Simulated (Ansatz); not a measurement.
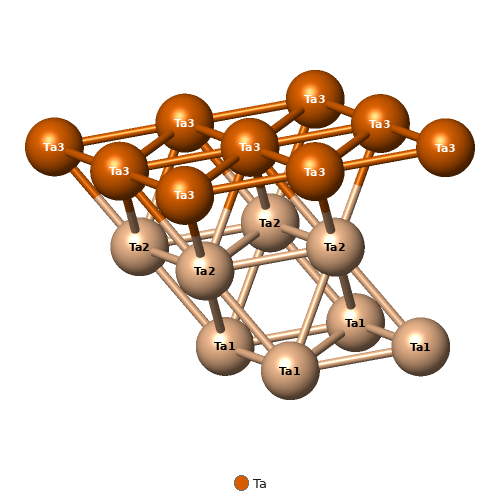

The system is N on a Ta(111) slab cut from the Fm-3m phase, its upper half relaxed before the scan (3 atoms of substrate and one adsorbate in a 1 × 1 cell); the picture shows it without the atoms that are moved over the map. N is moved over the surface cell; relaxed at each place: the height of the adsorbate's atoms; substrate rigid; the origin of the map has the adsorbate above Ta3. Places are given modulo a cell vector. The map is drawn in real space over the plane of the surface. The scan uses a 6 × 6 grid; 10 points were computed and 26 follow by symmetry. All energies are given in eV relative to the lowest grid point. With one adsorbate in each 1 × 1 cell, its nearest image is 3.0 Å away, so neighbouring adsorbates interact. All numbers below come from Ansatz, DFT PBE, scalar-relativistic, plane waves, PAW. Settings: cutoff 420 eV, k-mesh 9×9×1, gaussian smearing 0.1 eV, no spin polarisation.

Range: position of N4 along the first surface vector from 0.000 to 0.833; position of N4 along the second surface vector from 0.000 to 0.833.

What landscape does the calculation give?

The lowest grid point is at a threefold hollow over a third-layer Ta atom, (4/6, 2/6) of the cell vectors. There is a further well near a threefold hollow over a second-layer Ta atom, (2/6, 4/6) of the cell vectors (0.32 eV above the lowest at that grid point). The highest grid point, the top site over a surface Ta atom, (0/6, 0/6) of the cell vectors, lies 4.01 eV above the lowest. On the interpolated surface the easiest way out of the lowest well to the well at a threefold hollow over a second-layer Ta atom, (2/6, 4/6) of the cell vectors passes a barrier of about 1 eV. At the lowest point the adsorbate has 3 Ta at 1.97 Å as nearest neighbours, at the highest 1 Ta at 1.76 Å. Its relaxed height above the top atom is 0.96 Å at the lowest and 1.76 Å at the highest point.

```
second ↓, first →   0/6   1/6   2/6   3/6   4/6   5/6
              5/6  3.54  2.79  1.31  1.31  2.79  3.54
              4/6  2.38  1.31  0.32  1.31  2.38  2.72
              3/6  1.01  1.31  1.31  1.01  1.14  1.14
              2/6  2.38  2.79  2.38  1.14  0.00  1.14
              1/6  3.54  3.54  2.72  1.14  1.14  2.72
              0/6  4.01  3.54  2.38  1.01  2.38  3.54
```

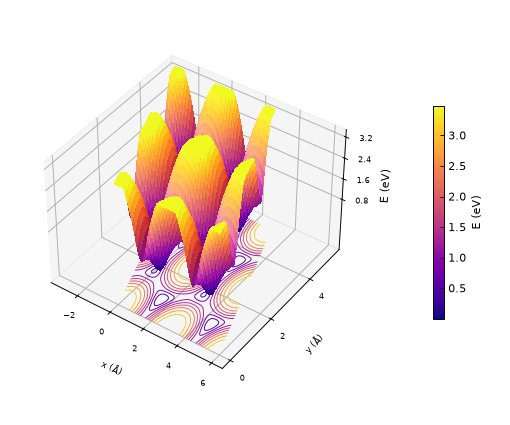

In the figure: a relief with its contours projected below, any walls above the top of the colour scale cut off. Between grid points the surface is interpolated.

The whole map (10 points run) took 12 min on 1 thread of Arm Neoverse V1, with other jobs on the host.

PAW datasets: the set soft_1.
